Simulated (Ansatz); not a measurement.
## Single-point calculation, with input and output: Ta27N26 (part 2 of 3)

The same run, continued: Ta27N26 (defect cell, 53 atoms in the cell); DFT PBE, scalar-relativistic, plane waves, PAW, spin-polarised (Ansatz 0.2.0); cutoff 420 eV, 3×3×2 k-mesh, Gaussian smearing of 0.05 eV, collinear spins. The structure derives from an entry of the Crystallography Open Database.

## Output, continued
```
--- Forces (eV/Å), atoms counted from 1 ---
  atom   1  Ta    -0.00103675     0.00104673    -0.00244101
  atom   2  Ta    -0.00066866     0.00248499    -0.00015606
  atom   3  Ta    -0.00071648     0.00158327     0.00288038
  atom   4  Ta    -0.00107631    -0.00107242     0.00071804
  atom   5  Ta    -0.00354544     0.00006125    -0.00044375
  atom   6  Ta    -0.00276312    -0.00062683     0.00062928
  atom   7  Ta    -0.00046996    -0.00043430     0.00496351
  atom   8  Ta    -0.00021066    -0.00112005    -0.00040592
  atom   9  Ta     0.00056128     0.00275218    -0.00373321
  atom  10  Ta    -0.00068415    -0.00200664    -0.00078137
  atom  11  Ta     0.00015653     0.00240474     0.00006845
  atom  12  Ta    -0.00094959    -0.00132078    -0.00192891
  atom  13  Ta    -0.00099812    -0.00131526    -0.00229817
  atom  14  Ta     0.00046234    -0.00205289     0.00072691
  atom  15  Ta    -0.00052160    -0.00053322     0.00382739
  atom  16  Ta    -0.00011405     0.00031604    -0.00102770
  atom  17  Ta    -0.00247998     0.00012032    -0.00073631
  atom  18  Ta    -0.00028698    -0.00107073     0.00115741
  atom  19  Ta     0.00239413     0.00332690     0.00030721
  atom  20  Ta     0.00306685    -0.00129927     0.01543533
  atom  21  Ta     0.00193066    -0.00019652    -0.01611457
  atom  22  Ta     0.00358717     0.00014357     0.00058748
  atom  23  Ta     0.00092908     0.00080399    -0.00084946
  atom  24  Ta     0.00223264     0.00058605     0.00134395
  atom  25  Ta    -0.00136926     0.00008838    -0.00128663
  atom  26  Ta     0.00106668     0.00115382     0.00073546
  atom  27  Ta     0.00078238     0.00064389    -0.00025301
  atom  28  N      0.00313780     0.00031846    -0.00622600
  atom  29  N      0.00171197    -0.00033990     0.00716882
  atom  30  N     -0.00362954     0.00118622    -0.00011488
  atom  31  N      0.00145951    -0.00057101    -0.00076360
  atom  32  N      0.00019206    -0.00084210    -0.00076194
  atom  33  N      0.00200579    -0.00040501    -0.00042135
  atom  34  N      0.00174077    -0.00122437     0.00139349
  atom  35  N      0.00029065    -0.00048022    -0.00091812
  atom  36  N     -0.00085641    -0.00165203    -0.00029778
  atom  37  N      0.00195230    -0.00329194     0.00057327
  atom  38  N      0.00101359    -0.00311245    -0.00088271
  atom  39  N      0.00017300    -0.00382666    -0.00065527
  atom  40  N      0.00032684    -0.00082476    -0.00224504
  atom  41  N      0.00135697    -0.00085480     0.00179094
  atom  42  N      0.00124305     0.00389030    -0.00030530
  atom  43  N     -0.00318310    -0.00123081    -0.00052730
  atom  44  N     -0.00480422    -0.00207948     0.00097244
  atom  45  N      0.00018217     0.00093004    -0.00006243
  atom  46  N      0.00049511     0.00172920    -0.00054894
  atom  47  N      0.00073681     0.00132397     0.00099205
  atom  48  N      0.00058867    -0.00320709    -0.00038899
  atom  49  N     -0.00353301     0.00075043    -0.00018080
  atom  50  N     -0.00256979     0.00171856     0.00010190
  atom  51  N     -0.00152580     0.00430087     0.00080178
  atom  52  N      0.00018951     0.00171247     0.00280845
  atom  53  N      0.00199275     0.00161549    -0.00222724
  max |Σ_I F_I| component: 3.39e-5 eV/Å
--- Band table (eV; the first three rows and the last of 20) ---
  k-point 0 ↑: bands = ["-49.8192", "-49.8038", "-49.8016", "-49.7872", "-49.7871", "-49.7845", "-49.7733", "-49.7700", "-49.7670", "-49.7661", ... 84 levels left out ..., "-15.8006", "-15.7671", "-15.7423", "-15.7380", "-15.7342", "-15.7335", "-15.7248", "-15.7173", "-15.7071", "-15.6831", "-15.6707", "-15.2341", "-15.2251", "-15.1922", "1.2921", "2.6481", "2.6616", "2.6815", "2.7525", "2.8469", "2.9032", "3.1489", "3.1536", "3.1800", "3.2532", "3.4182", "3.4302", "3.4375", "3.4470",
      "3.4600", "3.4609", "3.4715", "3.4796", "3.4900", "3.4940", "3.4945", "3.5570", "3.5645", "3.8797", "3.9155", "10.2852", "11.1061", "11.2893", "11.2900", "11.3765", "11.3902", "11.4254", "11.4447", "11.4565", "11.4612", "11.4652", "11.4806", "11.5310", "11.5473", "11.5578", "11.6897", "11.6902", "11.7214", "11.7556", "11.8330", "11.8470", "11.8928", "12.0571", "12.0576", "12.1449", "12.7192", "12.7548", "12.7602", "12.7713",
      "12.7817", "12.8287", "12.8435", "12.8496", "12.8879", "12.8913", "12.9684", "13.0066", "13.0641", "13.1000", "13.2059", "13.2295", "13.2962", "13.5036", "13.5244", "13.5724", "13.5968", "13.6465", "13.7865", "13.8057", "13.8344", "13.8360", "13.8667", "14.0126", "14.3213", "14.4903", "14.5013", "14.5253", "14.5273", "14.5492", "14.5546", "14.5813", "14.5892", "14.5923", "14.6452", "14.6607", "14.6689", "14.7320", "14.8331", "14.8350",
      "14.9191", "14.9579", "14.9771", "15.0004", "15.0016", "15.0202", "15.2671", "15.3842", "15.5360", "15.8245", "15.8420", "15.9805", "16.3585", "16.8473", "16.9303", "17.0150", "17.1397", "17.1597", "17.2081", "17.2434", "17.2724", "17.4743", "17.5044", "17.6096", "17.6121", "17.6400", "17.6410", "17.6559", "17.6735", "17.7166", "17.7255", "17.7674", "17.8305", "17.8445", "18.4046", "18.6084", "18.8976", "19.7182", "19.8312", "20.1026",
      "20.1673", "20.2228", "20.2339", "20.8360", "20.9046", "21.0664", "21.0976", "21.0980", "21.1460", "21.1754", "21.1960", "21.1991", "21.2419", "21.2580", "21.2789", "21.2977", "21.3129", "21.3627", "21.3912", "21.4191", "21.4531", "21.5237", "21.5488", "21.5791", "21.6757", "21.7056", "21.7112", "21.7247", "21.7912", "21.8174", "21.8229", "21.8372", "21.8872", "21.9241", "21.9660", "21.9731", "21.9914", "22.0649", "22.1431", "22.2535",
      "22.2700", "22.2794", "22.2829", "22.3039", "22.3968", "22.5397", "22.5815", "22.5976", "22.6400", "22.6870", "22.6895"]
  k-point 1 ↑: bands = ["-49.8101", "-49.8076", "-49.7959", "-49.7915", "-49.7903", "-49.7836", "-49.7801", "-49.7770", "-49.7684", "-49.7667", ... 84 levels left out ..., "-15.8138", "-15.8136", "-15.8100", "-15.8079", "-15.7653", "-15.7399", "-15.7388", "-15.7340", "-15.4206", "-15.4071", "-15.3995", "-15.3747", "-15.3713", "-15.3462", "1.7206", "1.8452", "2.9224", "2.9267", "2.9284", "2.9447", "2.9453", "2.9504", "2.9700", "3.0018", "3.0152", "3.1733", "3.3246", "3.3731", "3.4280",
      "3.4396", "3.4458", "3.5031", "3.5957", "3.6547", "3.6751", "3.6885", "3.7582", "3.7777", "3.7778", "3.7874", "10.6155", "11.0787", "11.2096", "11.2221", "11.3866", "11.3951", "11.4141", "11.4403", "11.4557", "11.4604", "11.4698", "11.4762", "11.4794", "11.4825", "11.5042", "11.5074", "11.6584", "11.6654", "11.6984", "11.8127", "11.9163", "12.2412", "12.2735", "12.3474", "12.3529", "12.3952", "12.4808", "12.5552", "12.5702",
      "12.6204", "12.6331", "12.6928", "12.7201", "12.8251", "13.0338", "13.0410", "13.2410", "13.3133", "13.3437", "13.5297", "13.5396", "13.5651", "13.5676", "13.5929", "13.6108", "13.6474", "13.6782", "13.6951", "13.7010", "13.8039", "13.8162", "13.8745", "13.8788", "13.9325", "14.2194", "14.2324", "14.2795", "14.3652", "14.3792", "14.4327", "14.5221", "14.6443", "14.6467", "14.6637", "14.6644", "14.6802", "14.6972", "14.7435", "14.7676",
      "14.7718", "14.7787", "15.0187", "15.0622", "15.1817", "15.3358", "15.3503", "15.5039", "15.5693", "16.3693", "16.5187", "16.7059", "16.7330", "16.7399", "16.7729", "16.8418", "16.8711", "17.0042", "17.0255", "17.0750", "17.1576", "17.1675", "17.4421", "17.4839", "17.4904", "17.5473", "17.5784", "17.6151", "17.6836", "17.6969", "17.8490", "17.8969", "17.9260", "17.9414", "17.9426", "17.9859", "18.6915", "18.8885", "19.3433", "19.5248",
      "20.0043", "20.6123", "20.6544", "20.6822", "20.7936", "20.9578", "20.9623", "21.0105", "21.0470", "21.0474", "21.0500", "21.0677", "21.0801", "21.0873", "21.2162", "21.2417", "21.3207", "21.3916", "21.4190", "21.4381", "21.4970", "21.5254", "21.5807", "21.5852", "21.5911", "21.6191", "21.6966", "21.7866", "21.8485", "21.8616", "21.9315", "22.0124", "22.0726", "22.0771", "22.1576", "22.1863", "22.1888", "22.2037", "22.2455", "22.3598",
      "22.3827", "22.5209", "22.5574", "22.5581", "22.5825", "22.6088", "22.6145", "22.6175", "22.6262", "22.7241", "22.7539"]
  k-point 2 ↑: bands = ["-49.8176", "-49.8088", "-49.7973", "-49.7893", "-49.7865", "-49.7809", "-49.7750", "-49.7745", "-49.7722", "-49.7605", ... 84 levels left out ..., "-15.8035", "-15.7863", "-15.7687", "-15.7604", "-15.7404", "-15.7276", "-15.7108", "-15.7091", "-15.7034", "-15.6804", "-15.6686", "-15.2339", "-15.2251", "-15.1922", "1.5192", "2.0984", "2.4403", "2.8083", "2.9218", "2.9568", "3.0760", "3.1160", "3.1178", "3.1524", "3.2268", "3.4266", "3.4275", "3.4522", "3.4541",
      "3.4677", "3.4742", "3.4774", "3.4890", "3.4963", "3.5006", "3.5121", "3.6592", "3.6949", "3.7099", "3.8583", "10.4642", "10.8501", "10.9497", "11.1325", "11.1590", "11.1698", "11.2655", "11.3077", "11.3249", "11.3777", "11.4890", "11.5693", "11.5704", "11.7132", "11.7718", "11.8266", "11.9461", "11.9586", "11.9964", "12.0450", "12.0558", "12.1010", "12.1383", "12.2498", "12.3466", "12.3545", "12.4207", "12.5481", "12.6277",
      "12.6770", "12.7049", "12.7183", "12.8239", "12.8286", "12.9235", "12.9740", "13.0812", "13.1478", "13.1910", "13.2912", "13.3771", "13.3967", "13.5390", "13.5707", "13.5936", "13.6658", "13.7319", "13.7377", "13.7989", "13.8205", "13.8336", "13.8951", "13.9431", "13.9573", "14.1177", "14.1415", "14.3303", "14.3673", "14.5019", "14.5244", "14.5536", "14.6490", "14.7259", "14.7888", "14.7913", "14.8483", "14.8605", "14.8816", "14.9622",
      "14.9722", "15.0992", "15.1121", "15.1454", "15.2192", "15.2836", "15.3677", "15.4841", "15.5490", "15.6801", "15.7355", "15.7380", "16.3317", "16.5961", "16.8290", "16.8720", "17.0239", "17.0687", "17.1253", "17.1444", "17.1935", "17.2484", "17.2664", "17.3695", "17.3792", "17.5411", "17.5712", "17.6410", "17.7920", "17.8076", "18.1355", "18.3035", "18.4673", "18.5522", "18.5851", "19.0498", "19.4085", "19.4690", "19.9175", "19.9246",
      "20.1983", "20.4566", "20.4826", "20.5203", "20.6284", "20.6482", "20.6940", "20.6952", "20.7537", "20.7595", "20.8180", "20.8291", "20.9460", "20.9467", "21.0199", "21.0751", "21.1121", "21.1677", "21.2479", "21.4019", "21.5079", "21.5518", "21.5843", "21.6550", "21.6628", "21.7160", "21.7264", "21.7604", "21.7666", "21.8307", "21.9146", "21.9404", "21.9653", "22.0120", "22.0466", "22.0775", "22.0917", "22.1304", "22.1789", "22.2673",
      "22.2712", "22.3502", "22.4338", "22.4900", "22.5761", "22.5993", "22.6093", "22.6645", "22.6777", "22.7267", "22.7698"]
  k-point 9 ↓: bands = ["-49.8100", "-49.8059", "-49.7960", "-49.7939", "-49.7921", "-49.7838", "-49.7776", "-49.7764", "-49.7683", "-49.7671", ... 84 levels left out ..., "-15.8226", "-15.8196", "-15.8097", "-15.8045", "-15.7770", "-15.7438", "-15.7431", "-15.7420", "-15.4199", "-15.4065", "-15.3989", "-15.3740", "-15.3707", "-15.3456", "1.9209", "2.0302", "2.4284", "2.5227", "2.7264", "2.7427", "2.9665", "3.0365", "3.0788", "3.1725", "3.2826", "3.2924", "3.3085", "3.3804", "3.5183",
      "3.5304", "3.5926", "3.6142", "3.6162", "3.6285", "3.6292", "3.6310", "3.6763", "3.7460", "3.7479", "3.7736", "10.6770", "10.9405", "10.9517", "11.0317", "11.0322", "11.1596", "11.2620", "11.2951", "11.3063", "11.3442", "11.4212", "11.6668", "11.7596", "11.7649", "11.7906", "11.8396", "11.8910", "11.9437", "11.9766", "11.9943", "11.9973", "12.0494", "12.0872", "12.2516", "12.2903", "12.3648", "12.4429", "12.4527", "12.5091",
      "12.6325", "12.6771", "12.7269", "12.7750", "13.1206", "13.1324", "13.2095", "13.2217", "13.3597", "13.3680", "13.3908", "13.4439", "13.4951", "13.5033", "13.5108", "13.5596", "13.6033", "13.6508", "13.6818", "13.7459", "13.7749", "13.8044", "13.8071", "13.8347", "13.8411", "13.8591", "14.0086", "14.0624", "14.0954", "14.2120", "14.4328", "14.4752", "14.5180", "14.5962", "14.6593", "14.7517", "14.8091", "14.8800", "15.0825", "15.1069",
      "15.1160", "15.1651", "15.2007", "15.2373", "15.2661", "15.3718", "15.4094", "15.4375", "15.5520", "16.3762", "16.3918", "16.4639", "16.5126", "16.5810", "16.7259", "16.7466", "16.8134", "16.8820", "16.9617", "16.9815", "17.3147", "17.3832", "17.4165", "17.4669", "17.5281", "17.5592", "17.5620", "17.6412", "17.6612", "17.7085", "17.7984", "17.8452", "17.9058", "17.9756", "18.2333", "18.3848", "19.2294", "19.4097", "19.4473", "19.5279",
      "19.9530", "20.1863", "20.4186", "20.4346", "20.4458", "20.4798", "20.5844", "20.7006", "20.7603", "20.7759", "20.8385", "20.9077", "21.0151", "21.0227", "21.1061", "21.2162", "21.2870", "21.3180", "21.3618", "21.4095", "21.4510", "21.4579", "21.5465", "21.5486", "21.5857", "21.6194", "21.6409", "21.7435", "21.7663", "21.7858", "21.8770", "21.9166", "21.9213", "21.9342", "22.1349", "22.1366", "22.2276", "22.2405", "22.3220", "22.3545",
      "22.4621", "22.4806", "22.5241", "22.6411", "22.6512", "22.7423", "22.7814", "22.8555", "22.8926", "22.8959", "22.9159"]
--- Löwdin populations: 53 sites ---
  site symbol       q [e]    m [muB]
     0     Ta     12.1379     0.0000
     1     Ta     12.1386     0.0000
     2     Ta     12.1379     0.0000
     3     Ta     12.1430     0.0000
     4     Ta     12.1371     0.0000
     5     Ta     12.1430     0.0000
     6     Ta     12.2973     0.0000
     7     Ta     12.1269     0.0000
     8     Ta     12.2974     0.0000
     9     Ta     12.2973     0.0000
    10     Ta     12.1269     0.0000
    11     Ta     12.2972     0.0000
    12     Ta     12.1379     0.0000
    13     Ta     12.1386     0.0000
    14     Ta     12.1379     0.0000
    15     Ta     12.1429     0.0000
    16     Ta     12.1372     0.0000
    17     Ta     12.1429     0.0000
    18     Ta     12.5006     0.0000
    19     Ta     12.3899    -0.0000
    20     Ta     12.3900    -0.0000
    21     Ta     12.4053     0.0000
    22     Ta     12.3758     0.0000
    23     Ta     12.3758     0.0000
    24     Ta     12.3869     0.0000
    25     Ta     12.3809     0.0000
    26     Ta     12.3809     0.0000
    27      N      5.6702    -0.0000
    28      N      5.6702    -0.0000
    29      N      5.6973     0.0000
    30      N      5.6884     0.0000
    31      N      5.6884     0.0000
    32      N      5.6832     0.0000
    33      N      5.6841     0.0000
    34      N      5.6842     0.0000
    35      N      5.6739     0.0000
    36      N      5.6819     0.0000
    37      N      5.6819     0.0000
    38      N      5.6785     0.0000
    39      N      5.6838     0.0000
    40      N      5.6838     0.0000
    41      N      5.6757     0.0000
    42      N      5.6856     0.0000
    43      N      5.6855     0.0000
    44      N      5.6786     0.0000
    45      N      5.6838     0.0000
    46      N      5.6838     0.0000
    47      N      5.6757     0.0000
    48      N      5.6855     0.0000
    49      N      5.6855     0.0000
    50      N      5.6739     0.0000
    51      N      5.6819     0.0000
    52      N      5.6819     0.0000
  spilling = 0.005340 (of n_electrons = 481.000000)
--- Bader charges: 53 sites ---
  site symbol  charge [e]  shift [e]    m [muB]
     0     Ta      1.8726     0.0001     0.0000
     1     Ta      1.8616     0.0000     0.0000
     2     Ta      1.8727     0.0001     0.0000
     3     Ta      1.8622     0.0001     0.0000
     4     Ta      1.8671     0.0001     0.0000
     5     Ta      1.8622     0.0001     0.0000
     6     Ta      1.5086     0.0001     0.0000
     7     Ta      1.9014     0.0004     0.0000
     8     Ta      1.5086     0.0001     0.0000
     9     Ta      1.5088     0.0001     0.0000
    10     Ta      1.9015     0.0004     0.0000
    11     Ta      1.5088     0.0001     0.0000
    12     Ta      1.8726     0.0001     0.0000
    13     Ta      1.8615     0.0000     0.0000
    14     Ta      1.8726     0.0001     0.0000
    15     Ta      1.8623     0.0001     0.0000
    16     Ta      1.8670     0.0001     0.0000
    17     Ta      1.8623     0.0001     0.0000
    18     Ta      0.8425     0.0013     0.0000
    19     Ta      1.2900     0.0025     0.0000
    20     Ta      1.2899     0.0025     0.0000
    21     Ta      1.2597     0.0023     0.0000
    22     Ta      1.2896     0.0026     0.0000
    23     Ta      1.2896     0.0026     0.0000
    24     Ta      1.2483     0.0022     0.0000
    25     Ta      1.2801     0.0026     0.0000
    26     Ta      1.2800     0.0026     0.0000
    27      N     -1.6715     0.0011     0.0000
    28      N     -1.6715     0.0011     0.0000
    29      N     -1.6717     0.0005     0.0000
    30      N     -1.6657     0.0007     0.0000
    31      N     -1.6657     0.0007     0.0000
    32      N     -1.6602     0.0009     0.0000
    33      N     -1.6626     0.0008     0.0000
    34      N     -1.6626     0.0008     0.0000
    35      N     -1.6820     0.0008     0.0000
    36      N     -1.6614     0.0009     0.0000
    37      N     -1.6613     0.0009     0.0000
    38      N     -1.6491     0.0005     0.0000
    39      N     -1.6654     0.0008     0.0000
    40      N     -1.6654     0.0008     0.0000
    41      N     -1.6826     0.0007     0.0000
    42      N     -1.6596     0.0008     0.0000
    43      N     -1.6596     0.0008     0.0000
    44      N     -1.6490     0.0005     0.0000
    45      N     -1.6654     0.0008     0.0000
    46      N     -1.6654     0.0008     0.0000
    47      N     -1.6825     0.0007     0.0000
    48      N     -1.6597     0.0008     0.0000
    49      N     -1.6597     0.0008     0.0000
    50      N     -1.6819     0.0008     0.0000
    51      N     -1.6613     0.0009     0.0000
    52      N     -1.6614     0.0009     0.0000
  estimated error of the sums over rays = 9.1e-4 e
```

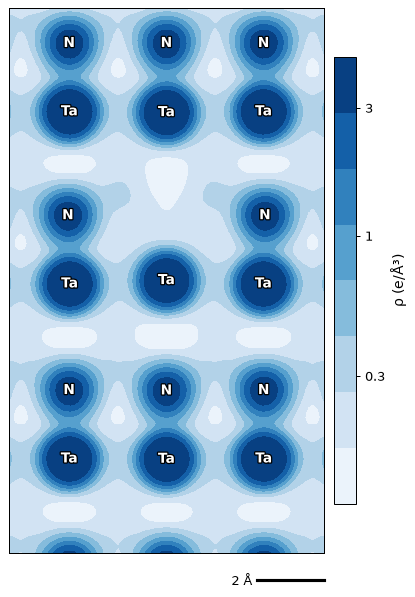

Valence charge density (pseudo) on the (110) plane of the calculation cell. The section cuts through Ta and N sites. Ta–N (2.04 Å): ρ at the midpoint is about 0.89 e/Å³. Ta–Ta (2.90 Å): ρ is about 0.33 e/Å³ halfway. Away from the nuclei the density in this plane falls to 0.1 e/Å³ at its lowest. The fields are those of the smooth PAW valence density.
